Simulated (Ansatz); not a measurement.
System: Ta.

Input

```
crystal:
  lattice:
    - [-1.6522866625, 1.6522866625, -1.6522866625]
    - [-1.6522866625, -1.6522866625, 1.6522866625]
    - [-0.660914665, 6.6091466498, 6.6091466498]
  atoms:
    - { symbol: Ta, position: [-0.175, -0.175, 0.875] }
    - { symbol: Ta, position: [0.475, 0.475, 0.125] }
    - { symbol: Ta, position: [-0.075, -0.075, 0.375] }
    - { symbol: Ta, position: [0.375, 0.375, 0.625] }
basis:
  ecutwfc: 500
kpoints:
  mp_grid: { grid: [22, 22, 7] }
hamiltonian:
  xc: r2scan
scf:
  occupations: { method: gaussian, width: 0.15 }
output:
  forces: true
  stress: true
  eigenvalues: true
  write_density: true
  write_potential: true
  elf: true
  volumetric_format: npy
```

Launched as:

```sh
ansatz run input.yaml --threads 2 --pin off --max-ram 5120MiB --backend cpu --events-out ev --progress --plain --runs-dir out
```

Below, planes, directions and counts refer to the conventional cell (a = 3.30 Å, b = 4.67 Å, c = 9.37 Å, α = 90.00°, β = 94.04°, γ = 90.00°).

Space group C2/m; not relaxed (largest force 1.7 eV/Å).

The calculation used DFT r2SCAN, scalar-relativistic, plane waves, PAW in Ansatz 0.2.0.

What will maps of the valence pseudo-density and electron localisation function show?

Ta–Ta (2.86 Å): ρ at the midpoint is about 0.3 e/Å³; the ELF is about 0.30 at the midpoint (no shared electron pair shows on this line).

Metal or insulator at this level of theory?

It is metallic or semimetallic at this level of theory: no gap opens.

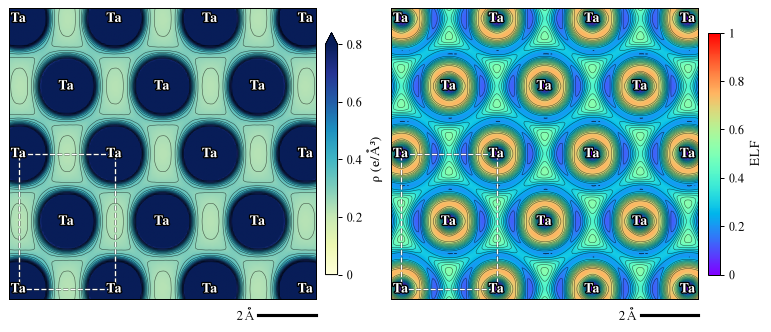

Computed valence pseudo-density and electron localisation function on the (001) plane of the conventional cell, in this order. 

The density is the valence pseudo-density of a PAW calculation; it isn't the true density close to the nuclei.
